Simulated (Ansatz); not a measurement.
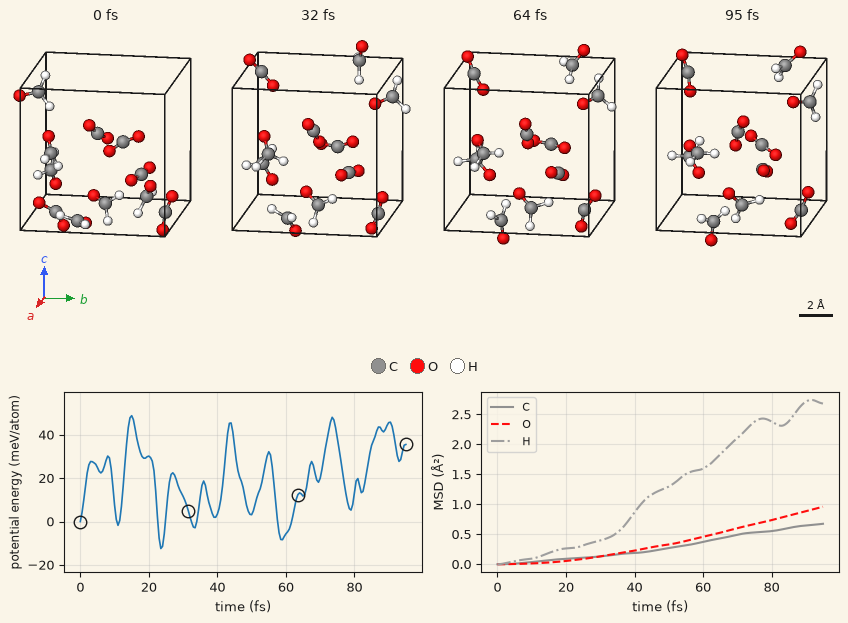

A Born-Oppenheimer molecular dynamics run of a periodic cell with 5 CO2 + 6 H2CO at 0.868 g/cm³, 95 fs long. It starts from the last geometry of an earlier run, with fresh velocities. Frames and the history of the run. Style: ball-and-stick. Shown: the simulation cell, slightly off an axis. Atoms that leave the cell re-enter on the other side.

All numbers below come from Ansatz, DFT PBE-D3(BJ), scalar-relativistic, plane waves, PAW. Settings: plane-wave cutoff 420 eV; k-point mesh 1 × 1 × 1; Fermi-Dirac smearing 0.05 eV; Langevin thermostat (NVT); set temperature 1500 K; time step 0.5 fs; friction 0.02 per fs.

Q: What happens in this trajectory?

A: In the second half of the run the atoms are, in the root-mean-square, this far from where they began (common drift taken out): H 1.43 Å, O 0.79 Å, C 0.69 Å. The heavy atoms stay within a fraction of a molecule's size of their starting places, while the hydrogen atoms travel further, as molecules turn; so short a run doesn't tell a liquid from a solid. The mean temperature in the second half is 1565 K (standard deviation 132 K). The potential energy is still drifting at the end, so the run hasn't reached equilibrium. The potential energy in the second half lies on average 21.7 meV per atom above the first frame.

Cost: 30 min on 1 thread of Arm Neoverse N1, on a shared host, peak memory 0.65 GiB.
